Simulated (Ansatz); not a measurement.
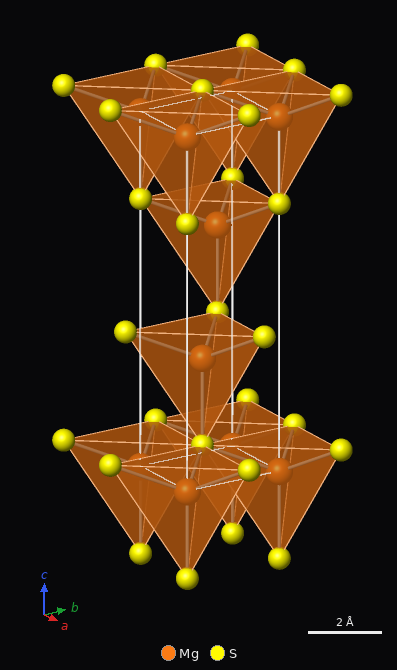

This polyhedral model is shown slightly off an axis. The conventional unit cell is outlined; an atom on or near a face, edge or corner is repeated at each equivalent position. Some atoms of the next cells are drawn as well.

MgS, space group R3m (No. 160), a = 3.905 Å, b = 3.905 Å, c = 9.991 Å, α = 90.00°, β = 90.00°, γ = 120.00°. The cell started as a structure type filled with these elements by a generator (whether the compound takes this form wasn't checked). The cell was then strained or its atoms displaced on purpose. Ansatz was used for an electronic-structure calculation on it.

This one geometry was computed with Ansatz (DFT, plane waves, PAW) at three levels of theory: PBE, r2SCAN and HSE06. It was relaxed with r2SCAN and then strained.

Question: How does the band gap change with the level of theory?

Answer: PBE: a gap of 3.49 eV, direct; r2SCAN: a gap of 4.17 eV, direct; HSE06: a gap of 4.56 eV, direct.

Question: Collect the results in a table.

Answer:
| level | cutoff (eV) | k-mesh of the run's cell | gap (eV) | pressure (GPa) |
| --- | --- | --- | --- | --- |
| PBE | 420 | 8×8×8 | 3.49 | 3.0 |
| r2SCAN | 500 | 8×8×8 | 4.17 | 1.9 |
| HSE06 | 420 | 6×6×6 | 4.56 | 1.9 |

Gaps are taken on the k-mesh or band path of each run.
